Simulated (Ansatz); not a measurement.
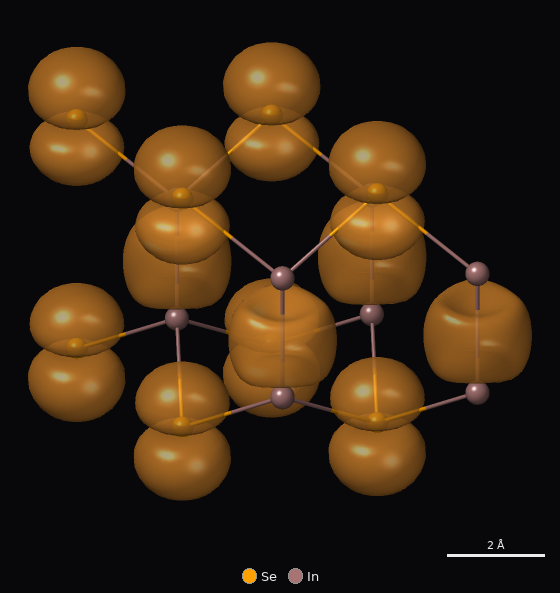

Density of all states between −1.05 and 0.00 eV (zero: the middle of the gap) of monolayer InSe: orange isosurface at 1.2 × 10⁻² e/Å³, seen from the side, tilted.

The picture shows the smooth PAW orbitals' density alone; the shares below count all of it.

These are results of DFT PBE+D3(BJ), scalar-relativistic, plane waves, PAW (Ansatz 0.2.0), not measurements. Cutoff 420 eV, 24 × 24 k-points, Gaussian smearing 0.05 eV, dipole correction. No spin polarisation. Spin–orbit coupling is left out; with In it can shift levels and gaps.

> Where in the slab do these states sit?

The window holds 0.73 states per cell. Shares by plane (space cut midway between planes), top to bottom: Se 28 %, In 22 %, In 22 %, Se 28 %; the outer planes' shares include the vacuum, and density in a gap between layers is shared out between the planes on either side. The states spread through the slab.
